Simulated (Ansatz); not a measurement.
## Energy of Ta along a strain of the cell

System: Ta (I4/mmm, 1 atom in the cell).
Method: DFT r2SCAN, scalar-relativistic, plane waves, PAW, no spin polarisation (Ansatz 0.2.0).

The 9 runs differ only in the geometry, by a strain of the cell at fixed fractional positions. Against run 5, the strain is εxx = η. The structure derives from an entry of the Crystallography Open Database.

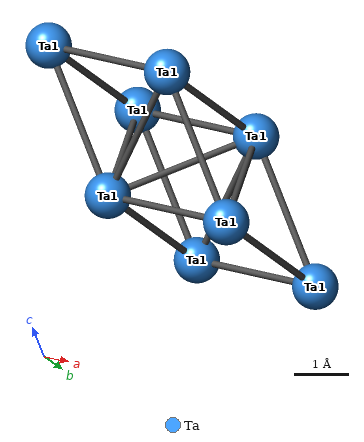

Figure 1. The structure of run 5 (ball-and-stick view of the reduced cell, seen at an oblique angle; atoms are numbered from 1 in the order of the input).

## Input of run 5
```yaml
crystal:
  lattice:
    - [0.0, 2.11, 2.11]
    - [2.16275, 0.0, 2.11]
    - [2.16275, 2.11, 0.0]
  atoms:
    - { symbol: Ta, position: [0.0, 0.0, 0.0] }
basis:
  ecutwfc: 500
kpoints:
  mp_grid: { grid: [20, 20, 20] }
hamiltonian:
  xc: r2scan
scf:
  occupations: { method: gaussian, width: 0.15 }
output:
  forces: true
  stress: true
  eigenvalues: true
```

Lattice vectors (Å) and fractional positions of run 5:
```
   0.000000    2.110000    2.110000
   2.162750    0.000000    2.110000
   2.162750    2.110000    0.000000
Ta  0.000000  0.000000  0.000000
```

Run 7 differs from it as follows:
```diff
-    - [2.16275, 0.0, 2.11]
-    - [2.16275, 2.11, 0.0]
+    - [2.26825, 0.0, 2.11]
+    - [2.26825, 2.11, 0.0]
```

## Results, with one run withheld

```csv
run,strain parameter η (%),"free energy per atom, from the lowest run given (meV)",pressure (GPa)
1,−12.1951,30.31,20.32
2,−9.7561,14.26,14.11
3,−7.3171,5.34,8.53
4,−4.8780,0.00,3.33
5,0.0000,10.29,−6.30
6,2.4390,29.66,−10.53
7,4.8780,?,?
8,6.0976,75.51,−16.15
9,7.3171,95.27,−17.82
```

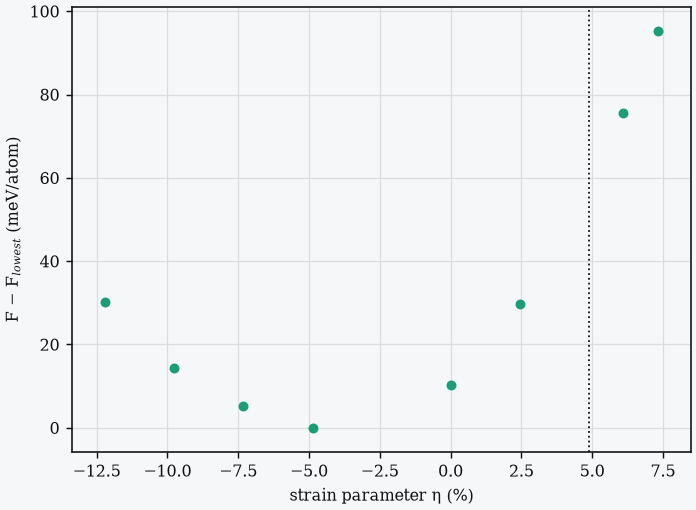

Figure 2. Free energy per atom of the runs given; the dotted line marks run 7.

What should run 7 give?

A cubic polynomial in the coordinate, fitted to the 8 runs given, misses them by at most 0.83 meV per atom. With x = η + 2.2866, it reads F = 1.9955 + 2.4464 x + 0.64878 x² + 0.011678 x³ (meV per atom). At run 7 it gives 57.12 meV per atom, and the run itself gives 58.05. The fit has its minimum at η = −4.2792 %. So low a polynomial doesn't follow these energies more closely.

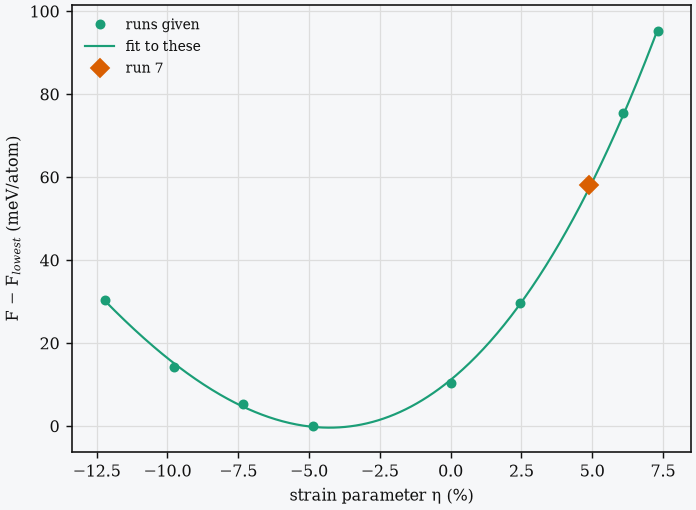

Figure 3. The fit and the withheld run.

## Output, shortened to warnings, some set-up lines, iterations and results (run 7)
```
Basis set: ecut = 500 eV, 533 PW (Γ), exchange–correlation on 96×96×96 points (64 copies of the dense FFT grid, shifted against one another)
Symmetry: 16 space group operations
k-points: 641 of 8000
Initial density: superposition of atomic densities (neutral atoms: chi_scale 0, normalization atom), corrected by the library's trained network
[...]
SCF iter   1: F=—  HF=-9944.010465 eV  |F-HF|=—  |Δ(HF+E_count)|=         —  Δρ=6.78e-3  dr2=3.26e-3  dr2_τ=1.31e-2  ethr=1.77e-3  ⟨swp⟩=5.0  Hψ=41451  notcnv=0
SCF iter   2: F=—  HF=-9944.022821 eV  |F-HF|=—  |Δ(HF+E_count)|=   1.24e-2  Δρ=4.73e-3  dr2=1.88e-3  dr2_τ=3.63e-4  ethr=2.51e-5  ⟨swp⟩=2.8  Hψ=15874  notcnv=0
SCF iter   3: F=—  HF=-9944.024152 eV  |F-HF|=—  |Δ(HF+E_count)|=   1.33e-3  Δρ=5.05e-4  dr2=1.89e-5  dr2_τ=4.73e-5  ethr=1.44e-5  ⟨swp⟩=2.1  Hψ=10924  notcnv=0
SCF iter   4: F=—  HF=-9944.024162 eV  |F-HF|=—  |Δ(HF+E_count)|=   9.79e-6  Δρ=2.60e-4  dr2=4.07e-6  dr2_τ=1.19e-6  ethr=1.46e-7  ⟨swp⟩=2.8  Hψ=11488  notcnv=0
SCF iter   5: F=-9944.024164 eV  HF=-9944.024164 eV  |F-HF|=1.13e-7  |Δ(HF+E_count)|=   2.52e-6  Δρ=2.32e-5  dr2=5.74e-8  dr2_τ=3.41e-8  ethr=3.13e-8  ⟨swp⟩=2.2  Hψ=11224  …
SCF iter   6: F=-9944.024164 eV  HF=-9944.024164 eV  |F-HF|=1.19e-8  |Δ(HF+E_count)|=   1.17e-7  Δρ=1.11e-5  dr2=1.20e-8  dr2_τ=2.40e-9  ethr=4.42e-10  ⟨swp⟩=3.0  Hψ=26211  …
SCF 1 converged in 6 iterations: F = -9944.024164 eV  dr2 = 1.20e-8
SCF converged after 6 iterations
Free energy (F): -9944.024164 eV
Harris-Foulkes:  -9944.024164 eV  (|F-HF|=1.19e-8)
Internal energy: -9944.008188 eV  (E = F + TS)
E sigma→0 (E₀):  -9944.016176 eV
Entropy (-TS):   -0.015976 eV (-15.976 meV/atom)
Fermi energy:    16.522122 eV
--- Per-component energies (eV) ---
  E_band       = -147.841645
  E_kinetic    = 363.056112
  E_local      = -612.489119  (includes V_loc(G=0)·N_el)
  E_nonlocal   = 13.563984
  E_hartree    = 208.178345
  E_xc         = -203.006881
  E_vxc        = -219.904667  (∫ρ·V_xc dr)
  E_paw        = -8422.223531  (= ΣΔE_a)
  E_vpaw       = -119.440482  (= ΣTr[D̂ρ^β])
  E_aug_tail   = 0.000079  (compensation charges beyond the density's cutoff)
  E_vtau       = 11.015137  (kinetic-family band-sum trace: ∫τ·v_τ [+ j·A + Jᵃ·Aᵃ] dr)
  E_ewald      = -1290.330897
  E_core_change = -0.756280  (= ΣΔE_core)
  E_smearing   = -0.015976  (= −TS)
  E_closure    = 0.000000  (closes the sum)
  Σ components = -9944.024164   (vs F -9944.024164, Δ=0.00e0)
--- Forces (eV/Å), atoms counted from 1 ---
  atom   1  Ta     0.00000000     0.00000000     0.00000000
  max |Σ_I F_I| component: 0.00e0 eV/Å
--- Stress (GPa, compression-positive) ---
      -11.153675       0.000000       0.000000
        0.000000     -15.985491      -0.000000
       -0.000000      -0.000000     -15.985491
  P = ⅓ Tr σ = -14.3749 GPa (-143.749 kbar)
```

Notes: Spin–orbit coupling is left out, which matters for Ta.
